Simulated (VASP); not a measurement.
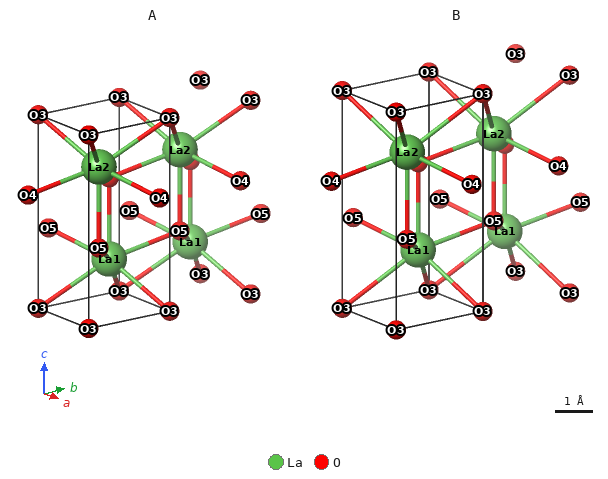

Two geometries of crystalline La₂O₃ (a generated structure, set up in P-3m1), drawn at one scale. One is the start of a relaxation, the other its converged end. The picture is a ball-and-stick view of the cell of the calculation, repeated 1 × 2 × 1 with one cell outlined, seen slightly off an axis.

All numbers below come from VASP, Kohn-Sham DFT of a periodic cell, PBE, VASP PAW PBE potentials, recommended. Settings: plane-wave cutoff 230 eV; k-point mesh 8 × 8 × 6; occupations gaussian; smearing width 0.02 eV; no spin polarisation.

Which one is relaxed?

Answer. Structure A is the relaxed one. The run lets cell and atoms move. Over 16 geometry steps the energy falls by 999 meV per atom. The largest force component goes from 0.17 to 0.0022 eV/Å. The pressure goes from −77.35 to 0.00 GPa. The largest moves relative to the cell, 0.081 Å, are those of La1 and La2. La1 goes along −c. By element the largest moves are La 0.081 Å, O 0.023 Å. The volume changes by −22.3 %, with a = b 3.920 → 3.664 Å (−6.5 %), c 6.100 → 5.424 Å (−11.1 %). Near-neighbour distances that change, for instance: La1–La2 3.749 → 3.272 Å, La1–O3 2.712 → 2.456 Å, La1–O4 2.440 → 2.273 Å, La1–O5 2.361 → 2.215 Å. Among the angles between lasting bonds that change: La1–O3–La1 92.6° → 96.5°, La1–O3–La2 87.4° → 83.5°. The space group stays P-3m1 (No. 164). At step 1 the optimiser overshot: the energy rose above the start, and later steps came back. The volume changes by over a tenth within one run on a fixed set of plane waves, so the end point should be relaxed again from the new cell.
